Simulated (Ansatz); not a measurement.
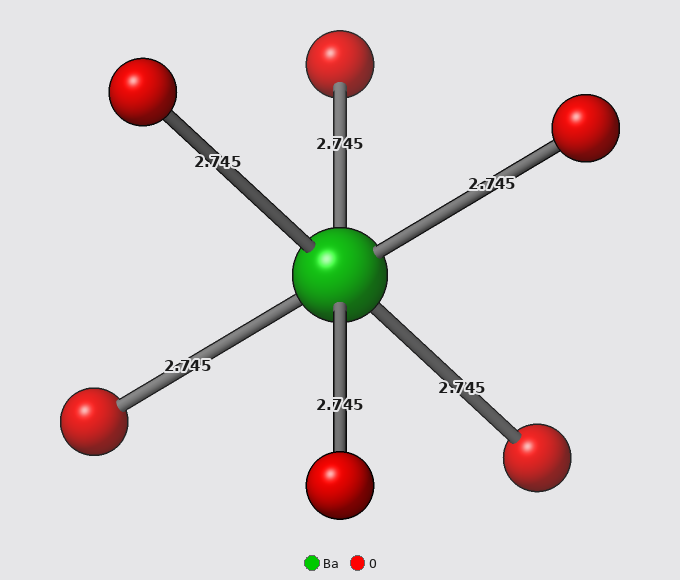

The surroundings of site Ba1 (at 0.000, 0.000, 0.000) in BaO (Fm-3m), with bond lengths in Å.

Origin of the cell: the geometry relaxed with DFT, PBEsol, plane waves, PAW (Ansatz).

```yaml
crystal:
  lattice:
    - [5.48991, 0.00000, 0.00000]
    - [0.00000, 5.48991, 0.00000]
    - [0.00000, 0.00000, 5.48991]
  atoms:
    - { symbol: Ba, position: [0.00000, 0.00000, 0.00000] }
    - { symbol: O, position: [0.50000, 0.00000, 0.00000] }
    - { symbol: Ba, position: [0.00000, 0.50000, 0.50000] }
    - { symbol: O, position: [0.50000, 0.50000, 0.50000] }
    - { symbol: Ba, position: [0.50000, 0.00000, 0.50000] }
    - { symbol: O, position: [0.00000, 0.00000, 0.50000] }
    - { symbol: Ba, position: [0.50000, 0.50000, 0.00000] }
    - { symbol: O, position: [0.00000, 0.50000, 0.00000] }
```

Bond valence s = exp((R0 − d)/b), R0 fitted to published crystal structures with b = 0.37 Å; R0 in Å: Ba2+–O 2.279.

> Calculate the bond-valence sum of Ba1 from the bonds drawn.

6 × 0.284 = 1.70 v.u., against a formal valence of 2: underbonded (bonds long for this ion) by 0.30.

> And over the whole structure?

| site | x, y, z | formal valence | bond-valence sum | difference |
| --- | --- | --- | --- | --- |
| Ba1 | 0.000, 0.000, 0.000 | +2 | 1.71 | -0.29 |
| O1 | 0.500, 0.000, 0.000 | −2 | 1.71 | -0.29 |

These sums include all anions within 5 Å. The global instability index (root mean square of the differences over all atoms) is 0.29 v.u.: above 0.2, which by the usual rule of thumb marks a strained structure.
